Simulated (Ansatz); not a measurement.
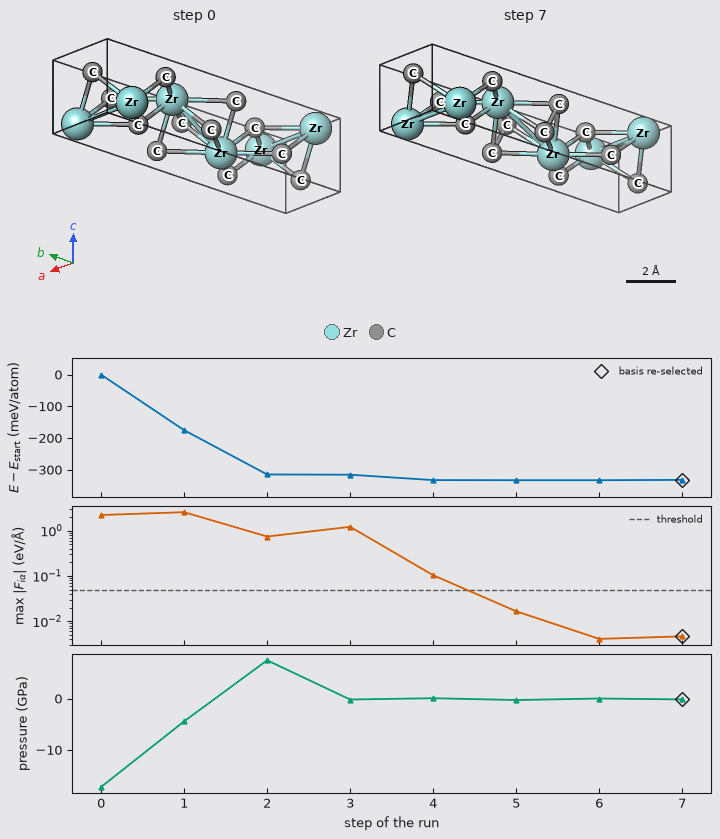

First and last geometry of a relaxation of crystalline ZrC2 (a generated structure, set up in Cmcm) (coarse preliminary run), with the history of the run. Style: ball-and-stick. Shown: the conventional cell (2 times the calculation's cell), from a free direction. Lengths and directions refer to the drawn axes.

Case: Si → C on all its sites, cell and atoms relaxed.

Level of theory: DFT PBE, scalar-relativistic, plane waves, PAW (Ansatz 0.2.0).

Input file:
```yaml
crystal:
  lattice:
    - [1.6293209359, -6.5029057666, 0.0]
    - [1.6293209359, 6.5029057666, 0.0]
    - [0.0, 0.0, 3.2356797505]
  atoms:
    - { symbol: Zr, position: [0.8946665383, 0.1053334617, 0.75] }
    - { symbol: Zr, position: [0.1053334617, 0.8946665383, 0.25] }
    - { symbol: C, position: [0.5530999453, 0.4469000547, 0.75] }
    - { symbol: C, position: [0.4469000547, 0.5530999453, 0.25] }
    - { symbol: C, position: [0.2503123055, 0.7496876945, 0.75] }
    - { symbol: C, position: [0.7496876945, 0.2503123055, 0.25] }
basis:
  ecutwfc: 420
kpoints:
  mp_grid: { grid: [6, 6, 6] }
hamiltonian:
  xc: pbe
scf:
  occupations: { method: gaussian, width: 0.1 }
output:
  forces: true
  stress: true
  eigenvalues: true
relax:
  adjacent_minimum: "off"
  f_tol: 0.05
  max_steps: 60
  cell: { stress_tol: 0.5 }
```

Command:
```bash
ansatz run input.yaml --threads 1 --pin off --max-ram 2560MiB --backend cpu --events-out ev --progress --plain --runs-dir out
```

> What do the curves and the structures tell?

It converged. The largest moves relative to the cell, 0.31 Å, are those of C3 and C4. C3 goes along +b. By element the largest moves are C 0.31 Å, Zr 0.14 Å. The drawn cell changes as follows: a 3.259 → 3.139 Å (−3.7 %), b 13.006 → 13.348 Å (+2.6 %), c 3.236 → 2.907 Å (−10.2 %); the volume changes by −11.2 %. Some distances before and after: C3–C4 2.127 → 1.661 Å, Zr1–Zr1 3.236 → 2.907 Å, Zr1–Zr2 3.182 → 3.417 Å, Zr1–C6 2.485 → 2.324 Å. Bond angles that change, for instance: Zr2–C3–Zr2 147.0° → 123.7°, Zr2–C3–Zr2 85.0° → 73.6°, Zr1–C3–Zr2 130.1° → 140.6°. The space group stays Cmcm (No. 63). The energy falls by 332 meV per atom in 6 accepted moves (7 points after the start). The largest force component goes from 2.2 to 0.0047 eV/Å. Pressure: −17.21 GPa at the start and −0.15 GPa at the end. The SCF was repeated once at an unchanged geometry on a basis and grid sized afresh for the cell, which shifted the energy by 1.0 meV per atom at most.
